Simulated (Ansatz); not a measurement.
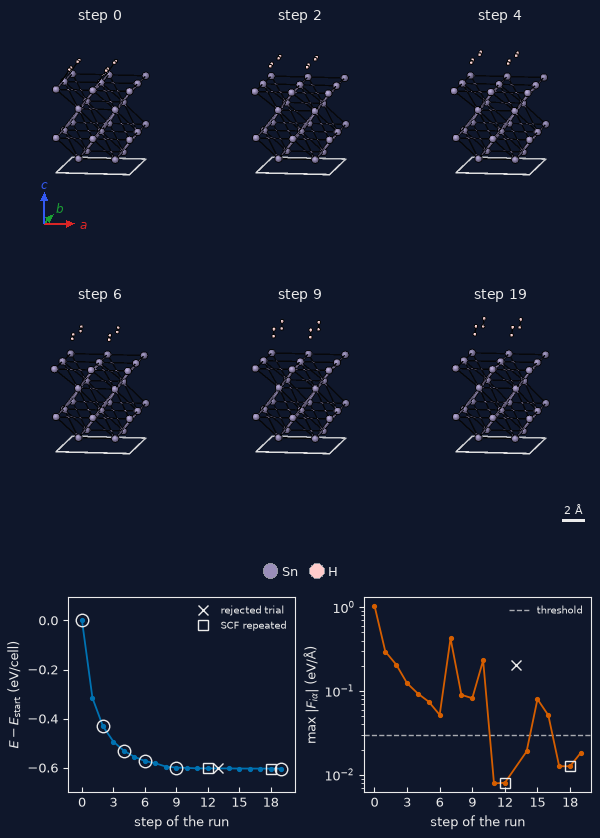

Frames of a constrained relaxation of a slab of composition Sn2H (cut from the I4/mmm phase), marked on the history of the run. The picture is a ball-and-stick view of the 2 × 2 repeat of the cell, outlined in the plane, without the vacuum, seen slightly off an axis.

Case: H2 put at a hollow Sn-Sn-Sn site. The slab is the (1 1 0) face of Sn with H2 on it. 2 atoms are held fixed.

Computed with Ansatz 0.2.0, DFT PBEsol, scalar-relativistic, plane waves, PAW. Settings: plane-wave cutoff 420 eV; k-point mesh 9 × 9 × 1; occupations gaussian; smearing width 0.1 eV; no spin polarisation; dipole correction; atoms relaxed in a fixed cell; force threshold 0.03 eV/Å; at most 70 steps.

Q: Describe the path.

A: An H atom moves most: 1.96 Å at 16° to the normal (+c side). By element the largest moves are H 1.96 Å, Sn 0.07 Å. The cell doesn't change. Near-neighbour distances that change, for instance: H–Sn 2.214 → 3.628 Å, Sn–Sn 3.325 → 3.411 Å, Sn–Sn 3.325 → 3.249 Å, Sn–Sn 3.512 → 3.565 Å. After 16 accepted moves (19 points after the start) the energy has fallen by 0.604 eV per cell of the calculation. The largest force component goes from 1 to 0.018 eV/Å. The line search rejected the trial step at point 13 of the run. 2 steps only repeated the SCF at the same geometry. The forces were under the threshold at step 11, but the run went on from there. The run took 7.6 min on 2 threads of Intel(R) Xeon(R) Platinum 8488C (Sapphire Rapids), with other jobs on the host, peak memory 0.75 GiB. From step 0 to 2: an H atom moves most (0.38 Å), energy −0.431 eV per cell of the calculation. From step 2 to 4: an H atom moves most (0.39 Å), energy −99.9 meV per cell of the calculation. From step 4 to 6: an H atom moves most (0.39 Å), energy −41.6 meV per cell of the calculation. From step 6 to 9: an H atom moves most (0.53 Å), energy −26.9 meV per cell of the calculation. From step 9 to 19: an H atom moves most (0.31 Å), energy −4.2 meV per cell of the calculation.

Limits of the set-up: the periodic images lie only 3.4 Å apart, so the values are limited by the cell's size.
